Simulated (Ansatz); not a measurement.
Structure data:

```
CELL_PARAMETERS angstrom
2.60636 0.00000 0.00000
0.00000 2.60636 0.00000
0.00000 0.00000 3.90576
ATOMIC_POSITIONS crystal
Rh 0.00000 0.00000 0.00000
Rh 0.50000 0.50000 0.50000
```

> What would you see if this were drawn?

The element is rhodium. It belongs to space group I4/mmm (No. 139) and has a body-centred tetragonal lattice. The cell holds two atoms. The neighbours of Rh are twelve Rh in a cuboctahedral arrangement at 2.61 to 2.69 Å. The bonds build a three-dimensional framework.

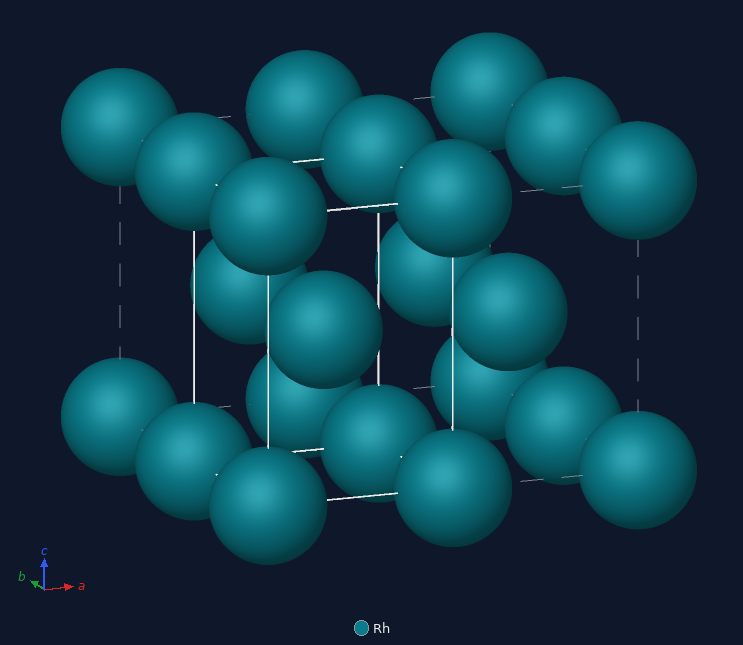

Figure: spheres-only view slightly off an axis. The structure is repeated 2×2×1 times; solid lines mark one conventional unit cell.

Its origin is a structure listed in the Materials Project. It was relaxed with DFT r2SCAN, scalar-relativistic, plane waves, PAW (Ansatz 0.2.0) under a constraint or pressure on the cell, so some stress remains.

At this level of theory the run's own cell isn't at rest (compressed, at 11 GPa), so its distances can differ from those at equilibrium, the more so the softer the solid.
